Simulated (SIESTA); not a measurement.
# Cl: 7 runs along one coordinate

System: Cl (Cmce, 4 atoms in the cell).
Method: Kohn-Sham DFT of a periodic cell, PBEsol, PseudoDojo 0.4 standard, converted to PSML, no spin polarisation (SIESTA 5.4.2).

The 7 runs differ only in the geometry, by an even scaling of the cell at fixed fractional positions. The structure derives from an entry of the Crystallography Open Database.

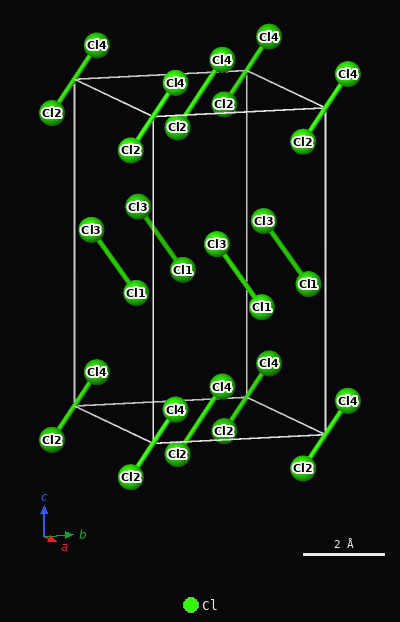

Figure 1. The structure of run 4 (ball-and-stick view of the cell 2 times as large as that of the calculation, set on its symmetry axes, seen slightly off an axis; atoms are numbered from 1 in the order of the input). An atom can appear more than once, as a periodic image.

## Input of run 4
```
SystemName                      Cl
SystemLabel                     Cl
NumberOfSpecies                 1
NumberOfAtoms                   4
%block ChemicalSpeciesLabel
  1  17 Cl
%endblock ChemicalSpeciesLabel

LatticeConstant                 1.0 Ang
%block LatticeVectors
     3.1450000000    -2.2500000000     0.0000000000
     3.1450000000     2.2500000000     0.0000000000
     0.0000000000     0.0000000000     8.2100000000
%endblock LatticeVectors
AtomicCoordinatesFormat         Fractional
%block AtomicCoordinatesAndAtomicSpecies
     0.3700000000     0.6300000000     0.4000000000  1  Cl
     0.1300000000     0.8700000000     0.9000000000  1  Cl
     0.6300000000     0.3700000000     0.6000000000  1  Cl
     0.8700000000     0.1300000000     0.1000000000  1  Cl
%endblock AtomicCoordinatesAndAtomicSpecies

%block kgrid.MonkhorstPack
    7   0   0  0.0
    0   7   0  0.0
    0   0   4  0.0
%endblock kgrid.MonkhorstPack
XC.Functional                   GGA
XC.Authors                      PBEsol
PAO.BasisSize                   DZP
PAO.EnergyShift                 0.003 Ry
Mesh.Cutoff                     800 Ry
OccupationFunction              FD
ElectronicTemperature           0.05 eV
MaxSCFIterations                120
SCF.MustConverge                false
SCF.Mixer.Method                Pulay
SCF.Mixer.Weight                0.25
SCF.Mixer.History               8
SCF.DM.Tolerance                5.0e-05
SCF.H.Tolerance                 1.0e-03 eV
WriteForces                     true
Charge.Mulliken                 end
```

Command:
```bash
siesta Cl.fdf > Cl.out 2>&1
```

Run 3 differs from it as follows:
```diff
-     3.1450000000    -2.2500000000     0.0000000000
-     3.1450000000     2.2500000000     0.0000000000
-     0.0000000000     0.0000000000     8.2100000000
+     3.1238919815    -2.2348988739     0.0000000000
+     3.1238919815     2.2348988739     0.0000000000
+     0.0000000000     0.0000000000     8.1548976686
```

## Results, with one run withheld

| run | volume per atom (Å³) | free energy per atom, from the lowest run given (meV) | pressure (GPa) | gap on the mesh (eV) |
| --- | --- | --- | --- | --- |
| 1 | 27.305 | 2.76 | 1.14 | 2.64 |
| 2 | 27.886 | 0.00 | 0.41 | 2.56 |
| 3 | 28.467 | ? | ? | ? |
| 4 | 29.048 | 1.70 | −0.82 | 2.40 |
| 5 | 29.629 | 5.65 | −1.34 | 2.33 |
| 6 | 30.210 | 11.37 | −1.81 | 2.26 |
| 7 | 30.791 | 18.69 | −2.22 | 2.19 |

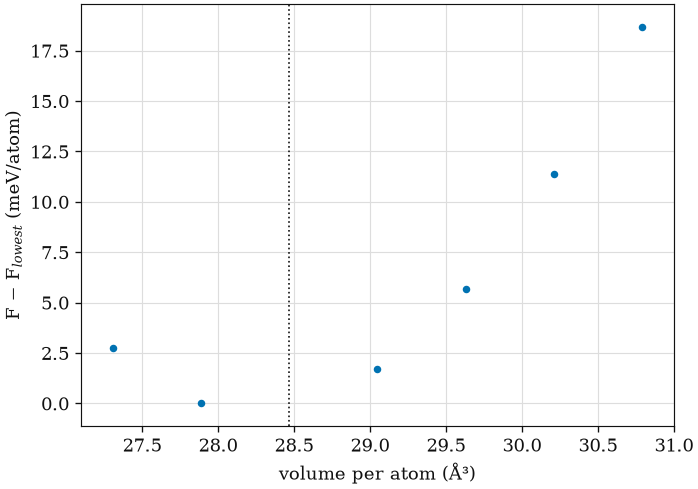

Figure 2. Free energy per atom of the runs given; the dotted line marks run 3.

Fit the runs given and predict run 3.

A cubic polynomial in V^(−2/3) (the Birch–Murnaghan form), fitted to the 6 runs given, misses them by under 0.01 meV per atom. With x = V^(−2/3) − 0.10570 Å⁻², it reads F = 1.9721 − 2251.9 x + 5.234e+05 x² + 1.2088e+06 x³ (meV per atom). At run 3 it gives −0.26 meV per atom, and the run itself gives −0.27. The slope of the fit gives a pressure −dF/dV of −0.25 GPa there, and the run prints −0.24 GPa. The fit has its minimum at 28.240 Å³ per atom, where V d²F/dV² gives 31.1 GPa. Cell shape and fractional positions are held, so this is the stiffness under even scaling; the relaxed bulk modulus wasn't computed and can be far lower in a crystal of layers, chains or molecules like this one. The gap on the mesh goes, without turning, from 2.64 eV in run 1 to 2.19 eV in run 7; run 3 has 2.48 eV. These are gaps of this functional on this mesh, which can miss the band edges; they aren't the measured gap.

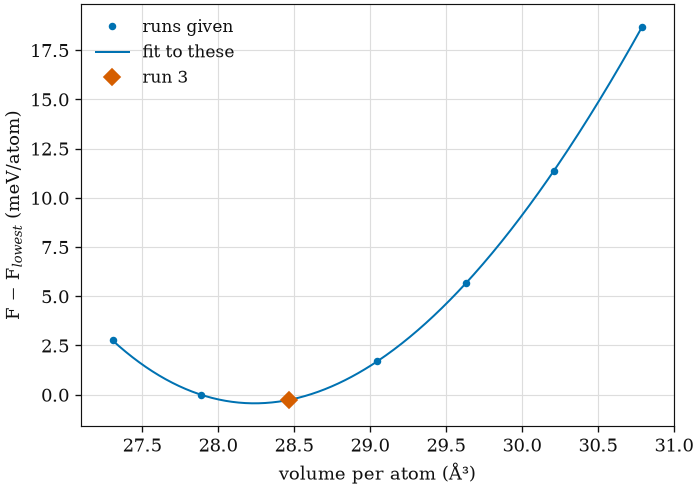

Figure 3. The fit and the withheld run.

## Some lines of the output (run 3)
```
[...]
outcell: Cell volume (Ang**3)        :    113.8682
stepf: Fermi-Dirac step function
siesta: Etot    =     -1779.064920
siesta: FreeEng =     -1779.064920
        iscf     Eharris(eV)        E_KS(eV)     FreeEng(eV)     dDmax    Ef(eV) dHmax(eV)
siesta: E_KS(eV) =            -1779.3461
siesta: E_KS - E_eggbox =     -1779.3461
siesta: Etot    =     -1779.346054
siesta: FreeEng =     -1779.346054
siesta:         Fermi =      -5.268696
siesta: Cell volume =        113.868185 Ang**3
    Orbital volume contribution        =           1.765378 eV
```

Notes: Points of doubt noted for this run: mulliken charges of long orbitals. With a small basis of atomic orbitals these values can differ much from converged plane-wave results.
